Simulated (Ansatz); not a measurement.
## Run report: MgO, single-point calculation

The run: single-point calculation of MgO (Fm-3m, 2 atoms in the cell). Method and program: DFT PBE+D3(BJ), scalar-relativistic, plane waves, PAW, no spin polarisation (Ansatz 0.2.0).

The structure derives from an entry of the Crystallography Open Database.

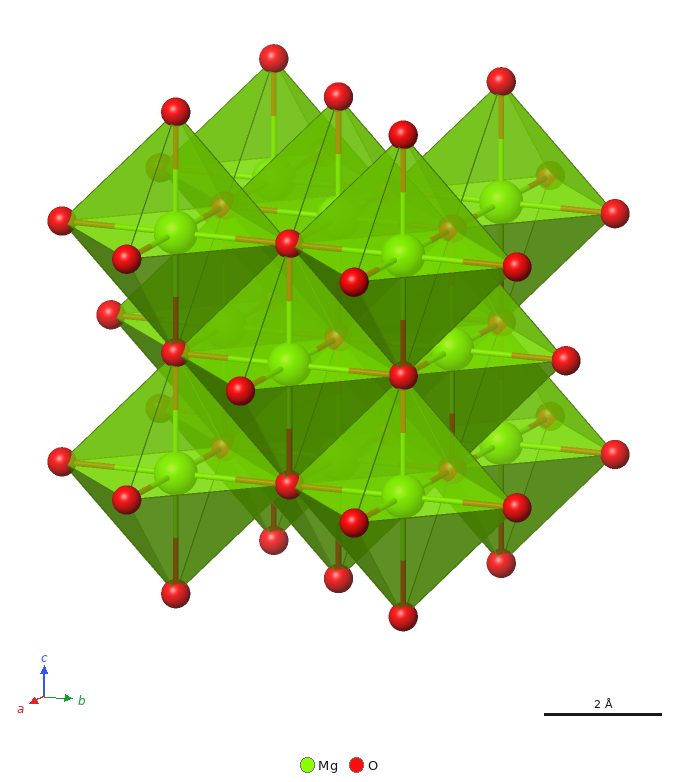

The structure as given in the input (polyhedral view of the cell 4 times as large as that of the calculation, set on its symmetry axes, seen slightly off an axis; polyhedra are completed across the faces of the cell).

## Key numbers

| quantity | value |
| --- | --- |
| outcome | converged |
| space group (tolerance 0.01 Å) | Fm-3m (225) |
| electrons treated | 16 |
| free energy | −2494.6997 eV |
| Fermi energy | 9.813 eV |
| gap on the k-point mesh | 4.35 eV |
| pressure | −6.44 GPa |
| largest force (length of the vector) | under 0.001 eV/Å |
| hardware | 4 threads of Arm Neoverse V2, 24 GiB of memory available, shared host |
| wall time | 0.74 s (CPU time 1.1 s) |
| peak memory | 0.25 GiB |

The cell is under a tension of 6.4 GPa at this level, so it is not at its equilibrium volume.

## Input file
```yaml
crystal:
  lattice:
    - [0.0, 2.13515, 2.13515]
    - [2.13515, 0.0, 2.13515]
    - [2.13515, 2.13515, 0.0]
  atoms:
    - { symbol: Mg, position: [0.0, 0.0, 0.0] }
    - { symbol: O, position: [0.5, 0.5, 0.5] }
basis:
  ecutwfc: 420
kpoints:
  mp_grid: { grid: [8, 8, 8] }
hamiltonian:
  xc: pbe
  dispersion: d3bj
scf:
  occupations: { method: gaussian, width: 0.1 }
output:
  forces: true
  stress: true
  eigenvalues: true
```

Run as:
```bash
ansatz run input.yaml --threads 4 --pin off --max-ram 10240MiB --backend cpu --events-out ev --progress --plain --runs-dir out
```

## Log
```
Engine: ansatz 0.2.0, aarch64-unknown-linux-gnu
Pseudopotentials: kind: paw
Pseudopotential: Mg, paw, valence charge 10, recommended cutoff 420 eV (normal), Mg.paw.azcp
Pseudopotential: O, paw, valence charge 6, recommended cutoff 420 eV (normal), O.paw.azcp
Functional definition: PBE
  parameter kappa = 0.804
  parameter beta = 0.06672455060314922
  exchange = pbe_x(kappa = kappa, mu = beta*pi^2/3)
  correlation = pbe_c(beta = beta)
Crystal: 2 atoms, lattice volume = 19.468 Å³
Basis set: ecut = 420 eV, 339 PW (Γ), exchange–correlation on 48×48×48 points (8 copies of the dense FFT grid, shifted against one another)
Bands: 12, of which v1, the nominal top of the filled ones, is band 8 counted from 1 (7 counted from 0)
Symmetry: 48 space group operations
Space group: Fm-3m (ITA 225), of the structure as read, at distance tolerance 2.7e-5 Å
k-points: 29 of 512
Non-local potential: Mg, projectors of the file, l = 0: 3, l = 1: 2, l = 2: 1
Non-local potential: O, projectors of the file, l = 0: 2, l = 1: 2, l = 2: 1
PAW form: soft (Blöchl's): semilocal exchange-correlation on the pseudo side does not see the compensation charge
PAW one-centre angular grid: Mg, 110 points (default); XC on 64 Gauss nodes
PAW one-centre angular grid: O, 110 points (default); XC on 64 Gauss nodes
Initial density: superposition of atomic densities (neutral atoms: chi_scale 0, normalization atom), corrected by the library's trained network
Initial wavefunctions: pseudopotential atomic-orbital guess
Functional: x = pbe(κ = 0.804, μ = 0.2195149727645171), c = pbe(β = 0.06672455060314922)
SCF iter   1: F=—  HF=-2494.699411 eV  |F-HF|=—  |Δ(HF+E_count)|=         —  Δρ=7.14e-4  dr2=4.74e-5  ethr=1.77e-3  ⟨swp⟩=5.0  Hψ=1951  notcnv=0
preconditioner: auto → none  [insulator: Δε(μ)=4.354 eV  Ē_g=18.074 eV  σ=0.100 eV  W_gap=1.00  n_scr=8 (ndim 8)  ℏωp=23.8 eV  f_vac=0.000  D(μ)=0.00/eV (n_scr^D=0)  ε∞_Penn≈2.7]
SCF iter   2: F=—  HF=-2494.699704 eV  |F-HF|=—  |Δ(HF+E_count)|=   2.92e-4  Δρ=3.26e-4  dr2=6.46e-6  ethr=2.96e-7  ⟨swp⟩=2.8  Hψ=869  notcnv=0
SCF iter   3: F=—  HF=-2494.699728 eV  |F-HF|=—  |Δ(HF+E_count)|=   2.44e-5  Δρ=1.71e-4  dr2=1.17e-6  ethr=4.04e-8  ⟨swp⟩=2.2  Hψ=433  notcnv=0
iter 4 did not close the SCF: its close was put off for the readings that it lacked (scf_convergence_deferred on its scf_iter line)
SCF iter   4: F=-2494.699744 eV  HF=-2494.699744 eV  |F-HF|=4.68e-8  |Δ(HF+E_count)|=   1.55e-5  Δρ=2.83e-5  dr2=9.64e-8  ethr=7.31e-9  ⟨swp⟩=2.0  Hψ=464  notcnv=0
iter 5 did not close the SCF: its close was put off for the readings that it lacked (scf_convergence_deferred on its scf_iter line)
SCF iter   5: F=-2494.699744 eV  HF=-2494.699744 eV  |F-HF|=1.02e-8  |Δ(HF+E_count)|=   1.04e-8  Δρ=9.27e-6  dr2=1.18e-8  ethr=6.02e-10  ⟨swp⟩=2.0  Hψ=402  notcnv=0
SCF iter   6: F=-2494.699744 eV  HF=-2494.699744 eV  |F-HF|=2.55e-9  |Δ(HF+E_count)|=   2.60e-9  Δρ=4.42e-6  dr2=2.94e-9  ethr=7.39e-11  ⟨swp⟩=2.0  Hψ=1044  notcnv=0
SCF 1 converged in 6 iterations: F = -2494.699744 eV  dr2 = 2.94e-9
  greatest PAW one-centre occupation: 1.000 electrons in one spin orbital (limit 2), on the Mg atom at site 0 (counted from 0), in its partial waves of l = 0
SCF converged after 6 iterations
Free energy (F): -2494.699744 eV
Harris-Foulkes:  -2494.699744 eV  (|F-HF|=2.55e-9)
Internal energy: -2494.699744 eV  (E = F + TS)
E sigma→0 (E₀):  -2494.699744 eV
Fermi energy:    9.812629 eV
--- Per-component energies (eV) ---
  E_band       = -301.025385
  E_kinetic    = 254.679804
  E_local      = -1628.254959  (includes V_loc(G=0)·N_el)
  E_nonlocal   = 142.733818
  E_hartree    = 563.567527
  E_xc         = -104.918745
  E_vxc        = -134.424006  (∫ρ·V_xc dr)
  E_paw        = -450.165205  (= ΣΔE_a)
  E_vpaw       = -62.896468  (= ΣTr[D̂ρ^β])
  E_aug_tail   = 0.002455  (compensation charges beyond the density's cutoff)
  E_ewald      = -1271.782415
  E_disp       = -0.562022  (pairwise vdW)
  E_smearing   = -0.000000  (= −TS)
  E_closure    = 0.000000  (closes the sum)
  Σ components = -2494.699744   (vs F -2494.699744, Δ=0.00e0)
--- Forces (eV/Å), atoms counted from 1 ---
  atom   1  Mg    -0.00000000    -0.00000000    -0.00000000
  atom   2  O      0.00000000    -0.00000000     0.00000000
  max |Σ_I F_I| component: 2.16e-29 eV/Å
--- Stress (GPa, compression-positive) ---
       -6.435555      -0.000000      -0.000000
        0.000000      -6.435555      -0.000000
        0.000000       0.000000      -6.435555
  P = ⅓ Tr σ = -6.4356 GPa (-64.356 kbar)
--- Band table (eV; the first three rows and the last of 29) ---
  k-point 0: bands = ["-64.8099", "-31.5356", "-31.5356", "-31.5356", "-9.4139", "7.6351", "7.6351", "7.6351", "11.9877", "23.2180", "23.2180", "23.2180"]
  k-point 1: bands = ["-64.8088", "-31.5464", "-31.5367", "-31.5367", "-9.2578", "6.6970", "7.5383", "7.5383", "12.9051", "21.5467", "23.5506", "23.5506"]
  k-point 2: bands = ["-64.8064", "-31.5722", "-31.5394", "-31.5394", "-8.8546", "5.0583", "7.3181", "7.3181", "14.3677", "19.9580", "23.9677", "23.9677"]
  k-point 28: bands = ["-64.8005", "-31.5788", "-31.5788", "-31.5617", "-7.9353", "4.8276", "4.8276", "5.9427", "19.0155", "19.0155", "19.3236", "22.6363"]
```
